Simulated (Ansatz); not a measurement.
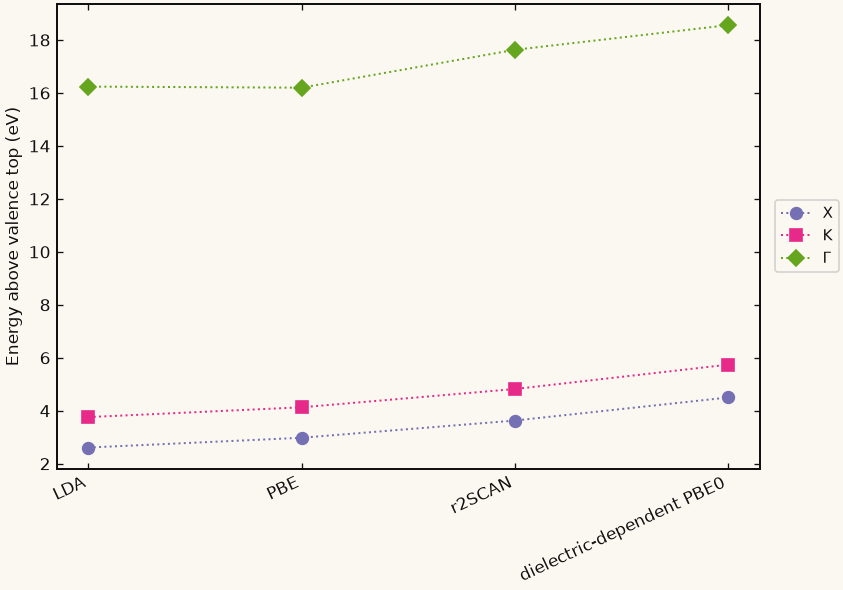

Lowest conduction level at each named k point, counted from the valence-band top at X, by several methods on one cell of rocksalt LiH, space group Fm-3m, 2 atoms in the primitive cell, relaxed with r2SCAN+rVV10; cubic a = 3.997 Å. All runs are without spin-orbit coupling and carry no moments.

| method | program | X (eV) | K (eV) | Γ (eV) |
| --- | --- | --- | --- | --- |
| LDA | Ansatz | 2.61 | 3.76 | 16.24 |
| PBE | Ansatz | 2.98 | 4.13 | 16.20 |
| r2SCAN | Ansatz | 3.63 | 4.82 | 17.63 |
| dielectric-dependent PBE0 | Ansatz | 4.50 | 5.74 | 18.56 |

Question: One method is left out: PBE0. Predict its row. It was run as: PBE0, Ansatz PAW set, 8×8×8 k mesh, 420 eV cutoff, fixed occupations (Ansatz).

Answer: Exact exchange opens the gap over the semilocal values shown, the highest of which is 3.63 eV (r2SCAN) at X. PBE0 gives 4.65 eV at X, 5.90 eV at K and 18.79 eV at Γ, which is +1.67 eV from PBE at X.

Question: Does PBE0 shift these levels rigidly from PBE?

Answer: The shifts are +1.67 eV at X, +1.77 eV at K and +2.59 eV at Γ, and at points that aren't plotted +1.76 eV (L) and +1.83 eV (W): over the named points that both runs hold, a spread of 0.92 eV on a mean of 1.92 eV, so one shift doesn't describe them.

Question: How do the methods rank at X?

Answer: From low to high: LDA 2.61, PBE 2.98, r2SCAN 3.63, dielectric-dependent PBE0 4.50, PBE0 4.65 eV.

Settings. LDA: Ansatz PAW set, 10×10×10 k mesh, 420 eV cutoff, fixed occupations (Ansatz 0.2.0). PBE: Ansatz PAW set, 10×10×10 k mesh, 420 eV cutoff, Fermi-Dirac smearing of 0.02 eV (Ansatz 0.2.0). r2SCAN: Ansatz PAW set, 10×10×10 k mesh, 500 eV cutoff, fixed occupations (Ansatz). dielectric-dependent PBE0: Ansatz PAW set, 8×8×8 k mesh, 420 eV cutoff, fixed occupations (Ansatz 0.2.0).

These are five of the 12 methods that were run on this cell. LDA, r2SCAN, dielectric-dependent PBE0 and PBE0: the PAW data sets were made with another functional. LDA, GGA and most meta-GGA functionals understate gaps.
